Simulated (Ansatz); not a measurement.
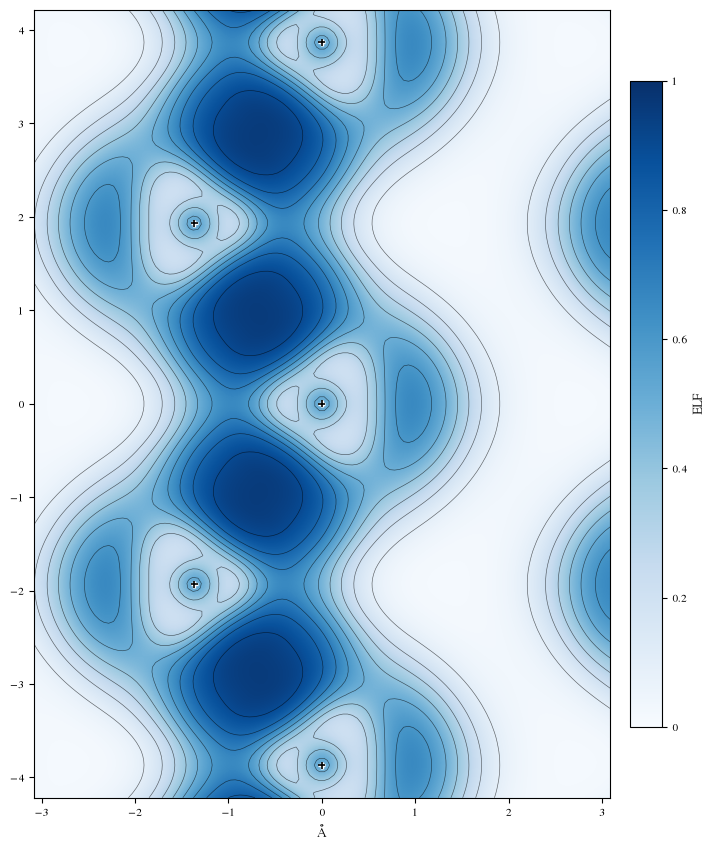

The ELF on a plane through atoms (crosses mark nuclei in the plane).

Computed with DFT PBE, scalar-relativistic, plane waves, PAW (Ansatz 0.2.0).

Candidates:
A. Si, a = 5.47 Å, b = 5.47 Å, c = 5.47 Å, α = 90.00°, β = 90.00°, γ = 90.00°. Space group Fd-3m.
B. Al, a = 3.87 Å, b = 3.87 Å, c = 2.87 Å, α = 90.00°, β = 132.06°, γ = 90.00°. Space group C2/m; changed on purpose from its base cell (band edges of the strained film's bulk); computed pressure about 4 GPa in this cell.

**Which candidate gave the map?**

Candidate A: Si on the (011) plane of the conventional cell, which holds Si. Si–Si (2.37 Å): the ELF peaks at about 0.95 between the atoms, as expected for localised, covalent bonding.
